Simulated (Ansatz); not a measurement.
**Geometry relaxation of C (part 2 of 3)**

C (P6₃mc, 4 atoms in the cell); DFT PBE, scalar-relativistic, plane waves, PAW, PAW set soft_1, no spin polarisation (Ansatz 0.2.0); cutoff 420 eV, 21×21×6 k-mesh, Gaussian smearing of 0.1 eV. The structure derives from an entry of the Crystallography Open Database.

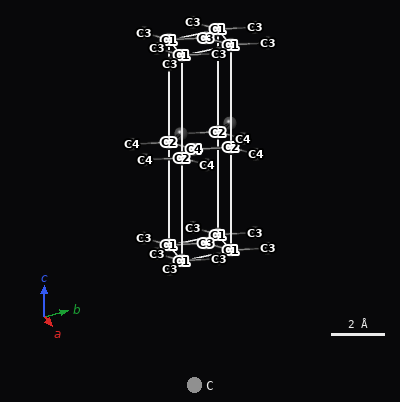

The geometry at step 10 of the log (ball-and-stick view of the cell of the calculation, seen slightly off an axis; neighbours outside the cell are drawn fainter; atoms are numbered from 1 in the order of the input).

### What the program printed, continued
```
relax step  19: F+E_penalty+E_count = -1003.77484501 eV  Δ(F+E_penalty+E_count) = -1.482e-3 eV  max|allowed force component| = 1.843e-5 eV/Å  Δτ_max = 0.0000 Å  P = +0.014 GPa  Ω = 44.408 Å³  stress off target by 6.62e-2 GPa  SCF on the basis re-selected at this cell (its energy is not comparable with the rows above)  (5 SCF iters)
basis re-selected at this cell: Δ(F+E_penalty+E_count) = -1.482e-3 eV, ΔP = +0.014 GPa vs the last step (what re-selecting the basis moved, of the pressure what is left beyond the Pulay correction that the steps carried, after the strain that the cell walked since its last selection, with what the two solves' SCF thresholds leave and, on support functions, any second-order correction that the steps lacked; it is no measure of the basis error at this ecutwfc). This SCF's stress stands 6.62e-2 GPa from its target on what of the cell is left free (relax.cell.stress_tol is 5.00e-2 GPa) and its largest allowed force component is 1.84e-5 eV/Å (relax.f_tol is 5.00e-3 eV/Å): not within both, so this SCF does not close the relaxation
Crystal: 4 atoms, lattice volume = 44.796 Å³
preconditioner: auto → LDOS  [metal: Δε(μ)=0.001 eV  Ē_g=15.295 eV  σ=0.100 eV  W_gap=0.00  n_scr=6 (ndim 8)  ℏωp=22.2 eV  f_vac=0.239  D(μ)=0.15/eV (n_scr^D=2)  β→1.0]
SCF 20 converged in 5 iterations: F = -1003.774194 eV  dr2 = 1.88e-9
relax step  20: F+E_penalty+E_count = -1003.77419404 eV  Δ(F+E_penalty+E_count) = +6.510e-4 eV  max|allowed force component| = 5.731e-5 eV/Å  Δτ_max = 0.0000 Å  P = +0.002 GPa  Ω = 44.796 Å³  energy of the carried Pulay correction = -7.435e-4 eV  (5 SCF iters, dr2 threshold 1.09e-8 eV, accepted)
iter 1 solved again at ethr=7.35e-8 eV; its pass at ethr=3.10e-3 eV (dr2=1.18e-5 eV) is discarded
SCF iter   1: F=—  HF=-1003.774975 eV  |F-HF|=—  |Δ(HF+E_count)|=         —  Δρ=4.08e-5  dr2=9.01e-8  ethr=7.35e-8  ⟨swp⟩=3.6  Hψ=20743  notcnv=0
preconditioner: auto → LDOS  [metal: Δε(μ)=0.001 eV  Ē_g=15.310 eV  σ=0.100 eV  W_gap=0.00  n_scr=6 (ndim 8)  ℏωp=22.2 eV  f_vac=0.239  D(μ)=0.15/eV (n_scr^D=2)  β→1.0]
SCF iter   2: F=—  HF=-1003.774999 eV  |F-HF|=—  |Δ(HF+E_count)|=   2.45e-5  Δρ=4.52e-6  dr2=7.31e-9  ethr=5.63e-10  ⟨swp⟩=2.5  Hψ=4100  notcnv=0
SCF iter   3: F=—  HF=-1003.774999 eV  |F-HF|=—  |Δ(HF+E_count)|=   7.35e-9  Δρ=2.01e-6  dr2=1.63e-9  ethr=4.57e-11  ⟨swp⟩=2.0  Hψ=3844  notcnv=0
SCF iter   4: F=—  HF=-1003.774999 eV  |F-HF|=—  |Δ(HF+E_count)|=  9.28e-11  Δρ=8.11e-7  dr2=2.69e-10  ethr=1.02e-11  ⟨swp⟩=2.0  Hψ=3770  notcnv=0
SCF iter   5: F=-1003.774999 eV  HF=-1003.774999 eV  |F-HF|=7.39e-12  |Δ(HF+E_count)|=  7.59e-11  Δρ=1.86e-7  dr2=1.39e-11  ethr=1.00e-12  ⟨swp⟩=3.2  Hψ=10007  notcnv=0
SCF 21 converged in 5 iterations: F = -1003.774999 eV  dr2 = 1.39e-11
relax step  21: F+E_penalty+E_count = -1003.77499911 eV  Δ(F+E_penalty+E_count) = -8.051e-4 eV  max|allowed force component| = 5.679e-5 eV/Å  Δτ_max = 0.0000 Å  P = +0.010 GPa  Ω = 44.796 Å³  stress off target by 4.51e-2 GPa  SCF on the basis re-selected at this cell (its energy is not comparable with the rows above)  (5 SCF iters)
```

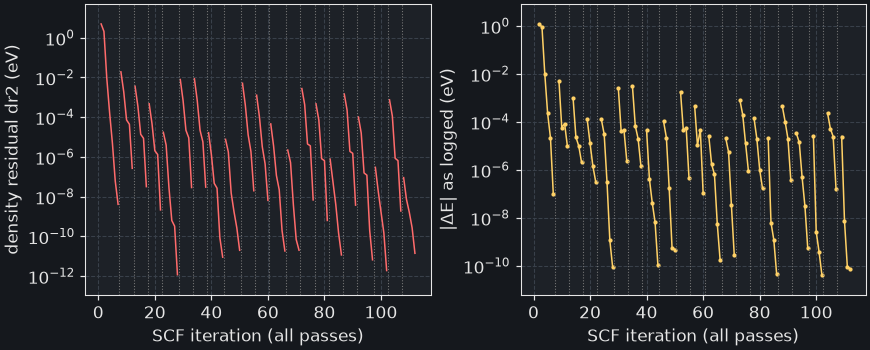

Convergence of the self-consistent field: density residual dr2 and size of the energy change against the SCF iteration. The dotted lines part the SCF passes of the relaxation: geometry steps, rejected trials and re-solves on a re-selected basis. The 21 passes take 5 to 7 iterations each, 112 in all.

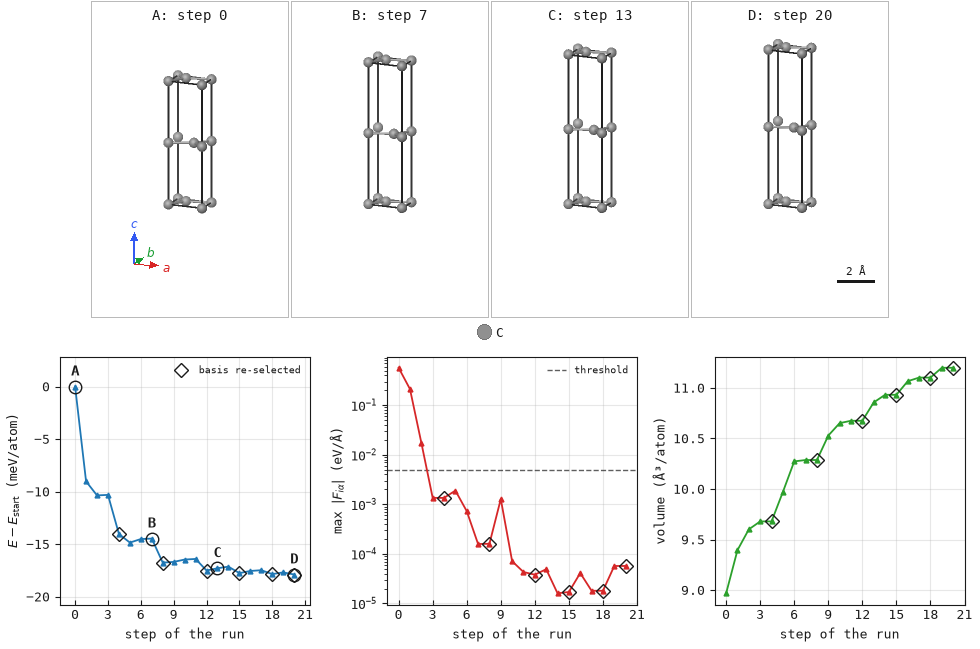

Frames of the relaxation (ball-and-stick view of the cell of the calculation, seen slightly off an axis) above the curves, on which the letters mark them (the first geometry is step 0 here and step 1 in the log).

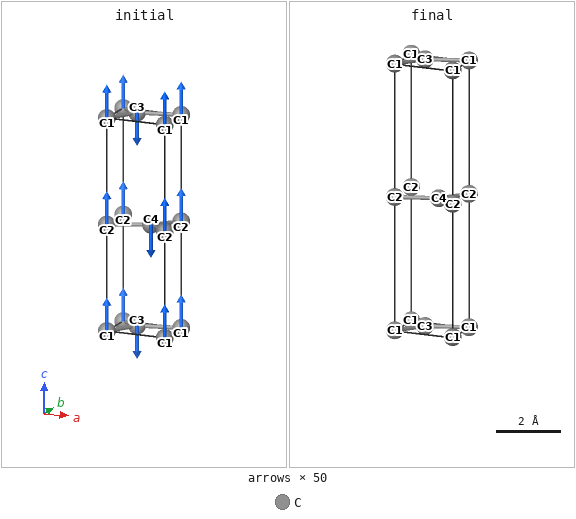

Before (left) and after (right) the relaxation, at one scale (ball-and-stick view of the cell of the calculation, seen slightly off an axis). The blue arrows give the displacements (without the part carried along by the change of the cell), magnified 50 times. Over 14 geometry steps the energy falls by 17.7 meV per atom. The largest force component goes from 0.57 to under 0.0001 eV/Å. The pressure goes from −0.42 to 0.01 GPa. 5 further SCFs at an unchanged geometry re-selected the plane-wave basis for the new cell. The largest moves relative to the cell, 0.021 Å, are those of C1, C2, C3 and C4. The drawn cell changes as follows: a = b 2.470 → 2.466 Å (−0.1 %), c 6.790 → 8.503 Å (+25.2 %); the volume changes by +24.9 %. The space group (tolerance 0.01 Å) goes from P6_3mc (No. 186) to P6_3/mmc (No. 194). The energy change given includes the shifts at the re-selections in mid-walk, which come without any move. A last SCF at the same geometry on a re-selected plane-wave basis shifts the energy by −0.2 meV per atom. (Atoms are counted from 1 in the order of the input.)

```
basis re-selected at this cell: Δ(F+E_penalty+E_count) = -8.051e-4 eV, ΔP = +0.007 GPa vs the last step (what re-selecting the basis moved, of the pressure what is left beyond the Pulay correction that the steps carried, after the strain that the cell walked since its last selection, with what the two solves' SCF thresholds leave and, on support functions, any second-order correction that the steps lacked; it is no measure of the basis error at this ecutwfc). This SCF's stress stands 4.51e-2 GPa from its target on what of the cell is left free (relax.cell.stress_tol is 5.00e-2 GPa) and its largest allowed force component is 5.68e-5 eV/Å (relax.f_tol is 5.00e-3 eV/Å): within both
SCF converged after 5 iterations
Free energy (F): -1003.774999 eV
Harris-Foulkes:  -1003.774999 eV  (|F-HF|=7.39e-12)
Internal energy: -1003.774236 eV  (E = F + TS)
E sigma→0 (E₀):  -1003.774618 eV
Entropy (-TS):   -0.000763 eV (-0.191 meV/atom)
Fermi energy:    4.642853 eV
--- Per-component energies (eV) ---
  E_band       = -72.049754
  E_kinetic    = 353.707551
  E_local      = -876.159362  (includes V_loc(G=0)·N_el)
  E_nonlocal   = 93.707202
  E_hartree    = 309.570005
  E_xc         = -187.696461
  E_vxc        = -231.104342  (∫ρ·V_xc dr)
  E_paw        = -400.373235  (= ΣΔE_a)
  E_vpaw       = -31.340821  (= ΣTr[D̂ρ^β])
  E_aug_tail   = 0.000066  (compensation charges beyond the density's cutoff)
  E_ewald      = -296.530001
  E_smearing   = -0.000763  (= −TS)
  E_closure    = 0.000000  (closes the sum)
  Σ components = -1003.774999   (vs F -1003.774999, Δ=0.00e0)
--- Forces (eV/Å), atoms counted from 1 ---
  atom   1  C      0.00000000     0.00000000     0.00006208
  atom   2  C      0.00000000    -0.00000000     0.00006208
  atom   3  C     -0.00000000    -0.00000000    -0.00005150
  atom   4  C     -0.00000000     0.00000000    -0.00005150
  max |Σ_I F_I| component: 2.12e-5 eV/Å
--- Stress (GPa, compression-positive) ---
       -0.008076       0.000000      -0.000000
        0.000000      -0.008076       0.000000
       -0.000000       0.000000       0.045073
  P = ⅓ Tr σ = 0.0096 GPa (0.096 kbar)
--- Band table (eV; the first three rows and the last of 192) ---
  k-point 0: bands = ["-14.8944", "-14.8576", "-3.2139", "-2.7227", "1.6009", "1.6009", "1.6017", "1.6017", "7.7361", "11.0622", "12.9670", "12.9670"]
  k-point 1: bands = ["-14.8920", "-14.8601", "-3.1834", "-2.7584", "1.6010", "1.6010", "1.6017", "1.6017", "7.8885", "10.6643", "12.9674", "12.9674"]
  k-point 2: bands = ["-14.8853", "-14.8669", "-3.0986", "-2.8537", "1.6011", "1.6011", "1.6015", "1.6015", "8.3288", "9.8446", "12.9684", "12.9684"]
  k-point 191: bands = ["-7.9603", "-7.9603", "-7.9601", "-7.9601", "-5.9200", "-5.9200", "4.6421", "4.6421", "4.6435", "4.6435", "15.0553", "15.0553"]
--- Relaxed structure (15 steps of the walk, 15 accepted, 6 SCFs on fresh bases) ---
  F+E_penalty+E_count = -1003.77499911 eV   max|allowed force component| = 5.679e-5 eV/Å   (the final SCF, on the basis selected at the relaxed cell)
  cell:  # Å, volume = 44.7963 Å³
    - [2.4664944604009853, -9.615709608237197e-35, 1.3461993451532077e-32]
    - [-1.2332472302004927, 2.1360468610008443, -1.12278190756857e-32]
    - [3.700687431570356e-32, -1.427408009319994e-32, 8.502590663341843]
  atoms:
    - { symbol: C, position: [3.1389544501516545e-32, -4.201650176292472e-32, 0.0024998103477427824] }
    - { symbol: C, position: [-3.542174299871619e-32, 3.7694804438738193e-32, 0.5024998103477427] }
    - { symbol: C, position: [0.33333333333333326, 0.6666666666666666, 0.0025001896522572164] }
    - { symbol: C, position: [0.6666666666666665, 0.33333333333333326, 0.5025001896522572] }
```

### Trajectory as extended XYZ (Å, eV, eV/Å), 21 frames, from step=1 to step=21
```
4
Lattice="2.4700 0.0000 0.0000 -1.2350 2.1391 0.0000 0.0000 0.0000 6.7900" Properties=species:S:1:pos:R:3:forces:R:3 step=1 energy=-1003.70345 pressure_GPa=-0.42
C     0.0000    0.0000    0.0000    0.0000   0.0000   0.5697
C     0.0000    0.0000    3.3950    0.0000   0.0000   0.5697
C     0.0000    1.4261    0.0340    0.0000   0.0000  -0.5696
C     1.2350    0.7130    3.4289    0.0000   0.0000  -0.5696
4
Lattice="2.4686 0.0000 0.0000 -1.2343 2.1379 0.0000 0.0000 0.0000 7.1210" Properties=species:S:1:pos:R:3:forces:R:3 step=2 energy=-1003.73954 pressure_GPa=-0.49
C     0.0000    0.0000    0.0241    0.0000   0.0000  -0.2116
C     0.0000    0.0000    3.5846    0.0000   0.0000  -0.2116
C     0.0000    1.4253    0.0115    0.0000   0.0000   0.2116
C     1.2343    0.7126    3.5720    0.0000   0.0000   0.2116
4
Lattice="2.4669 0.0000 0.0000 -1.2335 2.1364 0.0000 0.0000 0.0000 7.2870" Properties=species:S:1:pos:R:3:forces:R:3 step=3 energy=-1003.74488 pressure_GPa=-0.23
C     0.0000    0.0000    0.0187    0.0000   0.0000  -0.0175
C     0.0000    0.0000    3.6622    0.0000   0.0000  -0.0175
C     0.0000    1.4243    0.0177    0.0000   0.0000   0.0175
C     1.2335    0.7121    3.6612    0.0000   0.0000   0.0175
4
Lattice="2.4659 0.0000 0.0000 -1.2330 2.1355 0.0000 0.0000 0.0000 7.3525" Properties=species:S:1:pos:R:3:forces:R:3 step=4 energy=-1003.74469 pressure_GPa=-0.03
C     0.0000    0.0000    0.0183    0.0000   0.0000   0.0013
C     0.0000    0.0000    3.6946    0.0000   0.0000   0.0013
C     0.0000    1.4237    0.0184    0.0000   0.0000  -0.0013
C     1.2330    0.7118    3.6947    0.0000   0.0000  -0.0013
4
Lattice="2.4659 0.0000 0.0000 -1.2330 2.1355 0.0000 0.0000 0.0000 7.3525" Properties=species:S:1:pos:R:3:forces:R:3 step=5 energy=-1003.75957 pressure_GPa=0.46
C     0.0000    0.0000    0.0183    0.0000   0.0000   0.0014
C     0.0000    0.0000    3.6946    0.0000   0.0000   0.0014
C     0.0000    1.4237    0.0184    0.0000   0.0000  -0.0013
C     1.2330    0.7118    3.6947    0.0000   0.0000  -0.0013
4
Lattice="2.4658 0.0000 0.0000 -1.2329 2.1355 0.0000 0.0000 0.0000 7.5743" Properties=species:S:1:pos:R:3:forces:R:3 step=6 energy=-1003.76284 pressure_GPa=0.34
C     0.0000    0.0000    0.0190    0.0000   0.0000  -0.0019
C     0.0000    0.0000    3.8061    0.0000   0.0000  -0.0019
C     0.0000    1.4236    0.0189    0.0000   0.0000   0.0019
C     1.2329    0.7118    3.8060    0.0000   0.0000   0.0019
4
Lattice="2.4665 0.0000 0.0000 -1.2332 2.1360 0.0000 0.0000 0.0000 7.7998" Properties=species:S:1:pos:R:3:forces:R:3 step=7 energy=-1003.76150 pressure_GPa=0.01
C     0.0000    0.0000    0.0195    0.0000   0.0000   0.0007
C     0.0000    0.0000    3.9194    0.0000   0.0000   0.0007
C     0.0000    1.4240    0.0195    0.0000   0.0000  -0.0007
C     1.2332    0.7120    3.9194    0.0000   0.0000  -0.0007
4
Lattice="2.4665 0.0000 0.0000 -1.2332 2.1361 0.0000 0.0000 0.0000 7.8100" Properties=species:S:1:pos:R:3:forces:R:3 step=8 energy=-1003.76133 pressure_GPa=0.00
C     0.0000    0.0000    0.0195    0.0000   0.0000  -0.0001
C     0.0000    0.0000    3.9245    0.0000   0.0000  -0.0001
C     0.0000    1.4240    0.0195    0.0000   0.0000   0.0002
C     1.2332    0.7120    3.9245    0.0000   0.0000   0.0002
4
Lattice="2.4665 0.0000 0.0000 -1.2332 2.1361 0.0000 0.0000 0.0000 7.8100" Properties=species:S:1:pos:R:3:forces:R:3 step=9 energy=-1003.77048 pressure_GPa=0.10
C     0.0000    0.0000    0.0195    0.0000   0.0000  -0.0002
C     0.0000    0.0000    3.9245    0.0000   0.0000  -0.0002
C     0.0000    1.4240    0.0195    0.0000   0.0000   0.0002
C     1.2332    0.7120    3.9245    0.0000   0.0000   0.0002
4
Lattice="2.4665 0.0000 0.0000 -1.2333 2.1361 0.0000 0.0000 0.0000 7.9931" Properties=species:S:1:pos:R:3:forces:R:3 step=10 energy=-1003.77020 pressure_GPa=0.03
C     0.0000    0.0000    0.0199    0.0000   0.0000   0.0013
C     0.0000    0.0000    4.0165    0.0000   0.0000   0.0013
C     0.0000    1.4241    0.0200    0.0000   0.0000  -0.0013
C     1.2333    0.7120    4.0166    0.0000   0.0000  -0.0013
4
Lattice="2.4665 0.0000 0.0000 -1.2332 2.1360 0.0000 0.0000 0.0000 8.0869" Properties=species:S:1:pos:R:3:forces:R:3 step=11 energy=-1003.76930 pressure_GPa=0.01
C     0.0000    0.0000    0.0202    0.0000   0.0000   0.0001
C     0.0000    0.0000    4.0637    0.0000   0.0000   0.0001
C     0.0000    1.4240    0.0202    0.0000   0.0000  -0.0001
C     1.2332    0.7120    4.0637    0.0000   0.0000  -0.0001
4
Lattice="2.4665 0.0000 0.0000 -1.2332 2.1361 0.0000 0.0000 0.0000 8.1046" Properties=species:S:1:pos:R:3:forces:R:3 step=12 energy=-1003.76907 pressure_GPa=0.00
C     0.0000    0.0000    0.0203    0.0000   0.0000   0.0001
C     0.0000    0.0000    4.0726    0.0000   0.0000   0.0001
C     0.0000    1.4240    0.0203    0.0000   0.0000   0.0000
C     1.2332    0.7120    4.0726    0.0000   0.0000   0.0000
4
Lattice="2.4665 0.0000 0.0000 -1.2332 2.1361 0.0000 0.0000 0.0000 8.1046" Properties=species:S:1:pos:R:3:forces:R:3 step=13 energy=-1003.77348 pressure_GPa=0.05
C     0.0000    0.0000    0.0203    0.0000   0.0000   0.0000
C     0.0000    0.0000    4.0726    0.0000   0.0000   0.0000
C     0.0000    1.4240    0.0203    0.0000   0.0000   0.0000
C     1.2332    0.7120    4.0726    0.0000   0.0000   0.0000
4
Lattice="2.4665 0.0000 0.0000 -1.2332 2.1360 0.0000 0.0000 0.0000 8.2422" Properties=species:S:1:pos:R:3:forces:R:3 step=14 energy=-1003.77262 pressure_GPa=0.02
C     0.0000    0.0000    0.0206    0.0000   0.0000   0.0001
C     0.0000    0.0000    4.1417    0.0000   0.0000   0.0001
C     0.0000    1.4240    0.0206    0.0000   0.0000   0.0000
C     1.2332    0.7120    4.1417    0.0000   0.0000   0.0000
4
Lattice="2.4665 0.0000 0.0000 -1.2332 2.1361 0.0000 0.0000 0.0000 8.2996" Properties=species:S:1:pos:R:3:forces:R:3 step=15 energy=-1003.77200 pressure_GPa=-0.00
C     0.0000    0.0000    0.0208    0.0000   0.0000   0.0000
C     0.0000    0.0000    4.1706    0.0000   0.0000   0.0000
C     0.0000    1.4240    0.0207    0.0000   0.0000   0.0000
C     1.2332    0.7120    4.1706    0.0000   0.0000   0.0000
4
Lattice="2.4665 0.0000 0.0000 -1.2332 2.1361 0.0000 0.0000 0.0000 8.2996" Properties=species:S:1:pos:R:3:forces:R:3 step=16 energy=-1003.77448 pressure_GPa=0.03
C     0.0000    0.0000    0.0208    0.0000   0.0000   0.0000
C     0.0000    0.0000    4.1706    0.0000   0.0000   0.0000
C     0.0000    1.4240    0.0207    0.0000   0.0000   0.0000
C     1.2332    0.7120    4.1706    0.0000   0.0000   0.0000
4
Lattice="2.4665 0.0000 0.0000 -1.2332 2.1360 0.0000 0.0000 0.0000 8.4017" Properties=species:S:1:pos:R:3:forces:R:3 step=17 energy=-1003.77365 pressure_GPa=0.01
C     0.0000    0.0000    0.0210    0.0000   0.0000   0.0001
C     0.0000    0.0000    4.2219    0.0000   0.0000   0.0001
C     0.0000    1.4240    0.0210    0.0000   0.0000   0.0000
C     1.2332    0.7120    4.2219    0.0000   0.0000   0.0000
4
Lattice="2.4665 0.0000 0.0000 -1.2332 2.1360 0.0000 0.0000 0.0000 8.4289" Properties=species:S:1:pos:R:3:forces:R:3 step=18 energy=-1003.77336 pressure_GPa=-0.00
C     0.0000    0.0000    0.0211    0.0000   0.0000   0.0000
C     0.0000    0.0000    4.2355    0.0000   0.0000   0.0000
C     0.0000    1.4240    0.0211    0.0000   0.0000   0.0000
C     1.2332    0.7120    4.2355    0.0000   0.0000   0.0000
4
Lattice="2.4665 0.0000 0.0000 -1.2332 2.1360 0.0000 0.0000 0.0000 8.4289" Properties=species:S:1:pos:R:3:forces:R:3 step=19 energy=-1003.77485 pressure_GPa=0.01
C     0.0000    0.0000    0.0211    0.0000   0.0000   0.0000
C     0.0000    0.0000    4.2355    0.0000   0.0000   0.0000
C     0.0000    1.4240    0.0211    0.0000   0.0000   0.0000
C     1.2332    0.7120    4.2355    0.0000   0.0000   0.0000
4
Lattice="2.4665 0.0000 0.0000 -1.2332 2.1360 0.0000 0.0000 0.0000 8.5026" Properties=species:S:1:pos:R:3:forces:R:3 step=20 energy=-1003.77419 pressure_GPa=0.00
C     0.0000    0.0000    0.0213    0.0000   0.0000   0.0001
C     0.0000    0.0000    4.2725    0.0000   0.0000   0.0001
C     0.0000    1.4240    0.0213    0.0000   0.0000   0.0000
C     1.2332    0.7120    4.2726    0.0000   0.0000   0.0000
4
Lattice="2.4665 0.0000 0.0000 -1.2332 2.1360 0.0000 0.0000 0.0000 8.5026" Properties=species:S:1:pos:R:3:forces:R:3 step=21 energy=-1003.77500 pressure_GPa=0.01
C     0.0000    0.0000    0.0213    0.0000   0.0000   0.0001
C     0.0000    0.0000    4.2725    0.0000   0.0000   0.0001
C     0.0000    1.4240    0.0213    0.0000   0.0000  -0.0001
C     1.2332    0.7120    4.2726    0.0000   0.0000  -0.0001
```

This output came from the following input.

### The input
```yaml
crystal:
  lattice:
    - [2.4699988104, 0.0, 0.0]
    - [-1.2349994052, 2.1390817171, 0.0]
    - [0.0, 0.0, 6.79]
  atoms:
    - { symbol: C, position: [0.0, 0.0, 0.0] }
    - { symbol: C, position: [0.0, 0.0, 0.5] }
    - { symbol: C, position: [0.3333333333, 0.6666666667, 0.005] }
    - { symbol: C, position: [0.6666666667, 0.3333333333, 0.505] }
basis:
  ecutwfc: 420
kpoints:
  mp_grid: { grid: [21, 21, 6] }
hamiltonian:
  xc: pbe
  pseudopotentials: { kind: paw, azcp: { folder: soft_1 } }
scf:
  occupations: { method: gaussian, width: 0.1 }
output:
  forces: true
  stress: true
  eigenvalues: true
relax:
  adjacent_minimum: "off"
  f_tol: 0.005
  max_steps: 80
  cell: { stress_tol: 0.05 }
```

Launched with:
```bash
ansatz run input.yaml --threads 2 --pin off --max-ram 6144MiB --backend cpu --events-out ev --progress --plain --runs-dir out
```
